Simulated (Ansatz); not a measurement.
Run report: AlGa₂As₃, band-structure calculation (part 2 of 2)

Continued. System: AlGa₂As₃ (Imm2, 6 atoms in the cell). Method: DFT, PBE with spin-orbit coupling, plane waves, PAW (Ansatz 0.2.0); cutoff 420 eV, 8×8×8 k-mesh, Fermi–Dirac smearing of 0.02 eV. The structure was built on a prototype by a generator; it need not be a known phase. The geometry comes from this level: r2SCAN.

Geometry of the input (Å; fractional positions):
```
-2.0055  6.0163  2.8348
2.0055  -6.0163  2.8348
2.0055  6.0163  -2.8348
Al -0.0007  -0.0007  0.0000
As 0.7501  0.2501  0.5000
Ga 0.6671  0.0003  0.6669
As 0.4166  0.2500  0.1666
Ga 0.3334  0.0003  0.3331
As 0.0834  0.2500  0.8334
```

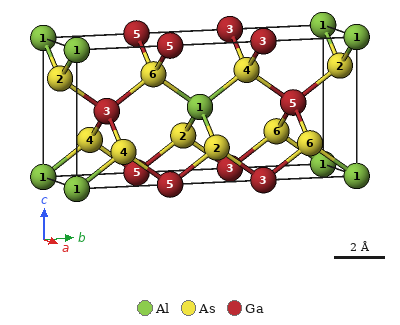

Fig. 1: The structure as given in the input (ball-and-stick view of the cell 2 times as large as that of the calculation, set on its symmetry axes, seen slightly off an axis; atoms are numbered from 1 in the order of the input). An atom can appear more than once, as a periodic image.

## Output, continued
```
  k-point 2: bands = ["-27.8599", "-27.8598", "-27.8597", "-27.8596", "-27.8423", "-27.8422", "-27.8421", "-27.8420", "-27.7845", "-27.7844", "-27.7635", "-27.7634", "-27.1378", "-27.1376", "-27.1376", "-27.1373", "-27.1197", "-27.1196", "-27.1195", "-27.1194", "-27.1152", "-27.1150", "-27.1150", "-27.1148", "-27.0621", "-27.0621", "-27.0450", "-27.0450", "-27.0341", "-27.0340", "-7.4486", "-7.4391", "-7.4205", "-7.4158", "-7.4073", "-7.3950", "-7.3927", "-7.3859", "-7.0293", "-7.0072", "-6.9771", "-6.9601", "-6.9498", "-6.9421", "-6.9368", "-6.9297", "-6.9283", "-6.9254", "-6.9215", "-6.9193", "-4.4259", "-4.4246", "-2.7849", "-2.7845", "-2.5755", "-2.5745", "1.1022", "1.1373", "1.7632", "1.7966", "4.0253", "4.1432", "4.2092", "4.2874", "4.3360", "4.3601", "4.5489", "4.5691", "4.8271", "4.8794", "6.1714", "6.2322", "6.8753", "6.9119", "10.2823", "10.3546", "10.8010", "10.8255", "10.9070", "10.9574", "11.2153", "11.2743", "12.0104", "12.0221"]
  k-point 94: bands = ["-27.8600", "-27.8600", "-27.8598", "-27.8598", "-27.8423", "-27.8423", "-27.8421", "-27.8421", "-27.7844", "-27.7844", "-27.7636", "-27.7636", "-27.1379", "-27.1379", "-27.1376", "-27.1376", "-27.1196", "-27.1196", "-27.1195", "-27.1195", "-27.1153", "-27.1153", "-27.1149", "-27.1149", "-27.0621", "-27.0621", "-27.0449", "-27.0449", "-27.0344", "-27.0344", "-7.4358", "-7.4358", "-7.4156", "-7.4156", "-7.4077", "-7.4077", "-7.3934", "-7.3934", "-7.0029", "-7.0029", "-6.9816", "-6.9816", "-6.9431", "-6.9431", "-6.9341", "-6.9341", "-6.9269", "-6.9269", "-6.9194", "-6.9194", "-4.2545", "-4.2545", "-4.0489", "-4.0489", "-2.6218", "-2.6218", "1.1262", "1.1262", "3.4022", "3.4022", "3.9317", "3.9317", "4.9392", "4.9392", "5.0361", "5.0361", "5.4829", "5.4829", "5.5833", "5.5833", "6.9380", "6.9380", "7.0802", "7.0802", "8.9398", "8.9398", "9.2631", "9.2631", "10.1588", "10.1588", "10.6755", "10.6755", "11.9691", "11.9691"]
```

## File rho_z.tsv
```
# z_ang	rho[e/angstrom^3]	m_x[e/angstrom^3]	m_y[e/angstrom^3]	m_z[e/angstrom^3]	m_norm[e/angstrom^3]
# format = ansatz-planar-average/11
# lattice	-2.005548837	6.016255355	2.834804163
# lattice	2.005548837	-6.016255355	2.834804163
# lattice	2.005548837	6.016255355	-2.834804163
# sites	6
# site	13	-0.000000000	0.000000000	-0.004161163
# site	33	-0.000000000	6.016255355	1.418195010
# site	31	0.000000000	8.023988473	0.001600630
# site	33	-0.000000000	2.004463319	1.417485569
# site	31	-0.000000000	4.008522237	0.001600630
# site	33	2.005548837	4.011792037	-1.417318594
0.000000	2.332431e-1	0.000000e0	0.000000e0	0.000000e0	0.000000e0
0.257277	2.632093e-1	0.000000e0	0.000000e0	0.000000e0	0.000000e0
0.514555	3.530742e-1	0.000000e0	0.000000e0	0.000000e0	0.000000e0
0.771832	4.821607e-1	0.000000e0	0.000000e0	0.000000e0	0.000000e0
1.029109	5.886047e-1	0.000000e0	0.000000e0	0.000000e0	0.000000e0
1.286386	6.115855e-1	0.000000e0	0.000000e0	0.000000e0	0.000000e0
1.543664	5.717702e-1	0.000000e0	0.000000e0	0.000000e0	0.000000e0
1.800941	5.664676e-1	0.000000e0	0.000000e0	0.000000e0	0.000000e0
2.058218	6.389408e-1	0.000000e0	0.000000e0	0.000000e0	0.000000e0
2.315495	6.908332e-1	0.000000e0	0.000000e0	0.000000e0	0.000000e0
2.572773	6.387121e-1	0.000000e0	0.000000e0	0.000000e0	0.000000e0
2.830050	5.686823e-1	0.000000e0	0.000000e0	0.000000e0	0.000000e0
3.087327	5.800133e-1	0.000000e0	0.000000e0	0.000000e0	0.000000e0
3.344604	6.310067e-1	0.000000e0	0.000000e0	0.000000e0	0.000000e0
3.601882	6.310067e-1	0.000000e0	0.000000e0	0.000000e0	0.000000e0
3.859159	5.800133e-1	0.000000e0	0.000000e0	0.000000e0	0.000000e0
4.116436	5.686823e-1	0.000000e0	0.000000e0	0.000000e0	0.000000e0
4.373713	6.387121e-1	0.000000e0	0.000000e0	0.000000e0	0.000000e0
4.630991	6.908332e-1	0.000000e0	0.000000e0	0.000000e0	0.000000e0
4.888268	6.389408e-1	0.000000e0	0.000000e0	0.000000e0	0.000000e0
5.145545	5.664676e-1	0.000000e0	0.000000e0	0.000000e0	0.000000e0
5.402823	5.717702e-1	0.000000e0	0.000000e0	0.000000e0	0.000000e0
5.660100	6.115855e-1	0.000000e0	0.000000e0	0.000000e0	0.000000e0
5.917377	5.886047e-1	0.000000e0	0.000000e0	0.000000e0	0.000000e0
6.174654	4.821607e-1	0.000000e0	0.000000e0	0.000000e0	0.000000e0
6.431932	3.530742e-1	0.000000e0	0.000000e0	0.000000e0	0.000000e0
6.689209	2.632093e-1	0.000000e0	0.000000e0	0.000000e0	0.000000e0
```

## File v_z.tsv
```
# z_ang	v_es[eV]	v_tot[eV]	b_x[eV]	b_y[eV]	b_z[eV]
# format = ansatz-planar-average/11
# xc	pbe
# density_cutoff_ev	1680
# datasets	Al=:simpson_from_first_knot:soft	As=:simpson_from_first_knot:soft	Ga=:simpson_from_first_knot:soft
# lattice	-2.005548837	6.016255355	2.834804163
# lattice	2.005548837	-6.016255355	2.834804163
# lattice	2.005548837	6.016255355	-2.834804163
# sites	6
# site	13	-0.000000000	0.000000000	-0.004161163
# site	33	-0.000000000	6.016255355	1.418195010
# site	31	0.000000000	8.023988473	0.001600630
# site	33	-0.000000000	2.004463319	1.417485569
# site	31	-0.000000000	4.008522237	0.001600630
# site	33	2.005548837	4.011792037	-1.417318594
0.000000	5.550492e0	-3.430845e0	0.000000e0	0.000000e0	0.000000e0
0.257277	5.703331e0	-3.284862e0	0.000000e0	0.000000e0	0.000000e0
0.514555	6.019603e0	-2.972502e0	0.000000e0	0.000000e0	0.000000e0
0.771832	6.217578e0	-2.766054e0	0.000000e0	0.000000e0	0.000000e0
1.029109	6.234754e0	-2.753980e0	0.000000e0	0.000000e0	0.000000e0
1.286386	6.172942e0	-2.888465e0	0.000000e0	0.000000e0	0.000000e0
1.543664	6.019404e0	-3.154950e0	0.000000e0	0.000000e0	0.000000e0
1.800941	5.695554e0	-3.557224e0	0.000000e0	0.000000e0	0.000000e0
2.058218	5.306041e0	-3.979234e0	0.000000e0	0.000000e0	0.000000e0
2.315495	5.137915e0	-4.154870e0	0.000000e0	0.000000e0	0.000000e0
2.572773	5.334086e0	-3.965667e0	0.000000e0	0.000000e0	0.000000e0
2.830050	5.747094e0	-3.546350e0	0.000000e0	0.000000e0	0.000000e0
3.087327	6.067874e0	-3.199986e0	0.000000e0	0.000000e0	0.000000e0
3.344604	6.188770e0	-3.049535e0	0.000000e0	0.000000e0	0.000000e0
3.601882	6.188770e0	-3.049535e0	0.000000e0	0.000000e0	0.000000e0
3.859159	6.067874e0	-3.199986e0	0.000000e0	0.000000e0	0.000000e0
4.116436	5.747094e0	-3.546350e0	0.000000e0	0.000000e0	0.000000e0
4.373713	5.334086e0	-3.965667e0	0.000000e0	0.000000e0	0.000000e0
4.630991	5.137915e0	-4.154870e0	0.000000e0	0.000000e0	0.000000e0
4.888268	5.306041e0	-3.979234e0	0.000000e0	0.000000e0	0.000000e0
5.145545	5.695554e0	-3.557224e0	0.000000e0	0.000000e0	0.000000e0
5.402823	6.019404e0	-3.154950e0	0.000000e0	0.000000e0	0.000000e0
5.660100	6.172942e0	-2.888465e0	0.000000e0	0.000000e0	0.000000e0
5.917377	6.234754e0	-2.753980e0	0.000000e0	0.000000e0	0.000000e0
6.174654	6.217578e0	-2.766054e0	0.000000e0	0.000000e0	0.000000e0
6.431932	6.019603e0	-2.972502e0	0.000000e0	0.000000e0	0.000000e0
6.689209	5.703331e0	-3.284862e0	0.000000e0	0.000000e0	0.000000e0
```

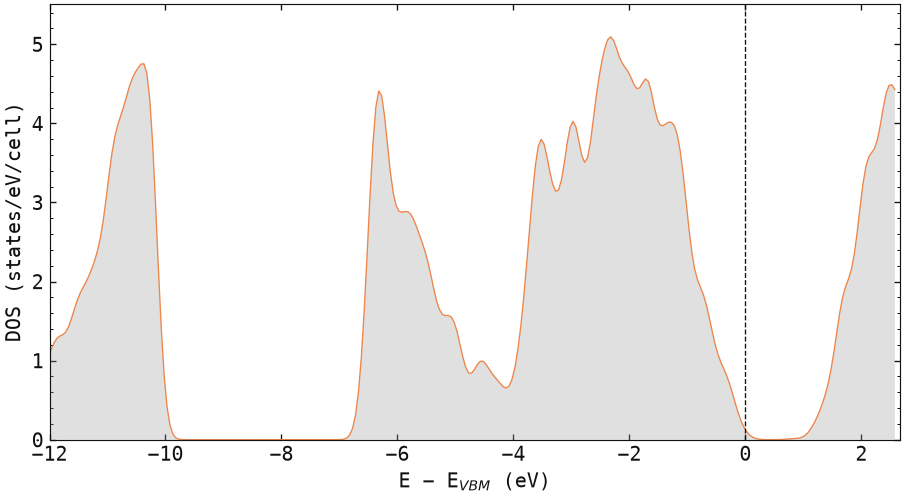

Fig. 2: Density of states (the curve is built from the levels of the k mesh with Gaussians 0.3 eV wide, which also blur the band edges), with energies from the valence-band top. There is a gap of 0.84 eV on the k-point mesh. The curves stop near 2.2 eV above the Fermi level, where the computed bands end. Small ripples come from the finite k-point mesh.

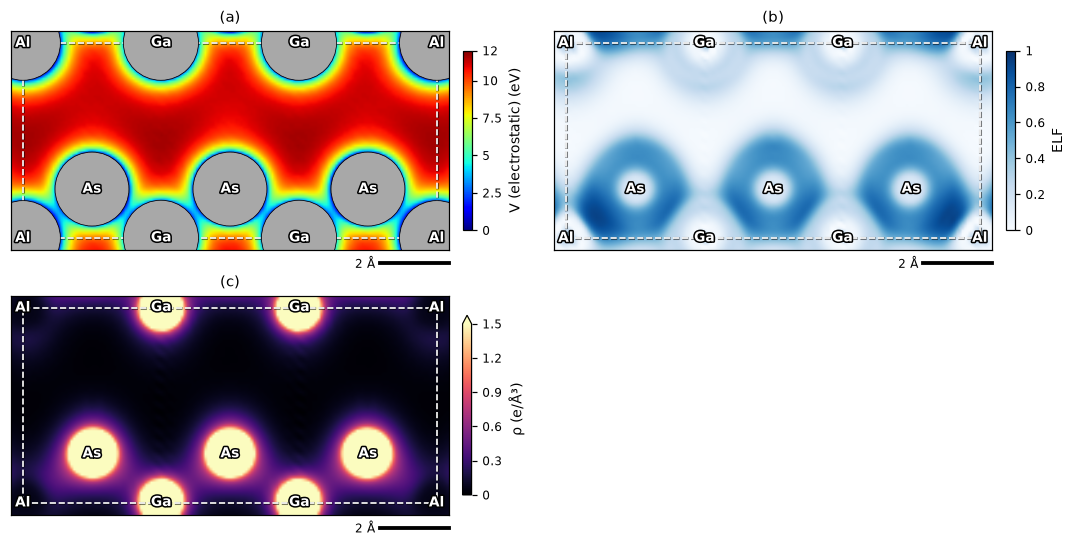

Fig. 3: (a) electrostatic potential (local pseudopotential plus Hartree) felt by an electron; (b) ELF; (c) valence pseudo-density on the (100) plane of the conventional cell. Grey discs, where drawn, cover atomic cores. The density dies away to nearly zero in the voids. Outside the cores the potential energy rises away from the atoms and is highest about 2.4 Å from the nearest atoms; outside the discs it spans about 11 eV, and its zero is arbitrary. In a PAW calculation such maps are meaningful between the atoms, not at the nuclei.

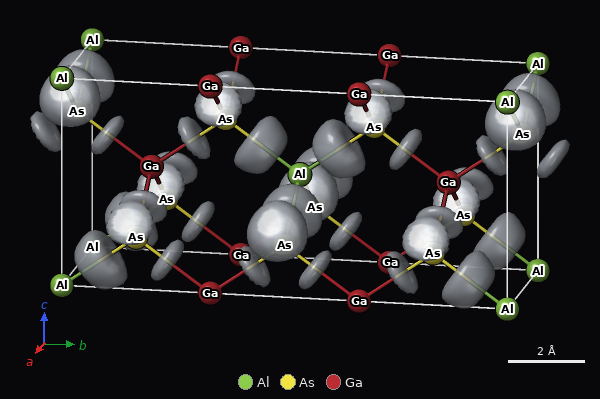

Fig. 4: Isosurface of the electron localisation function at 0.7 (grey), seen slightly off an axis. Only the valence region is drawn (cores and ρ < 0.01 e/Å³ removed). Sticks mark near contacts. The outline is the cell set on symmetry axes. The ELF exceeds this value in eight regions between bonded Al–As atoms (shared pairs) and 16 regions between bonded As–Ga atoms (shared pairs), counted in one cell of 12 atoms.  Values along the shortest contacts: Al–As (2.45 Å): the ELF peaks at about 0.95 between the atoms, which marks a shared electron pair.

## Results in brief

```csv
quantity,value
outcome,converged
space group (tolerance 0.01 Å),Imm2 (44)
electrons treated,74
free energy,−22674.8221 eV
Fermi energy,8.000 eV
gap on the k-point mesh,0.84 eV
net moment of the cell,0.00 μB
integrated absolute moment,0.00 μB
pressure,2.46 GPa
largest force (length of the vector),0.056 eV/Å
hardware,"4 threads of Arm Neoverse V2, 24 GiB of memory available, shared host"
wall time,2.1 min (CPU time 8.3 min)
peak memory,2.3 GiB
```
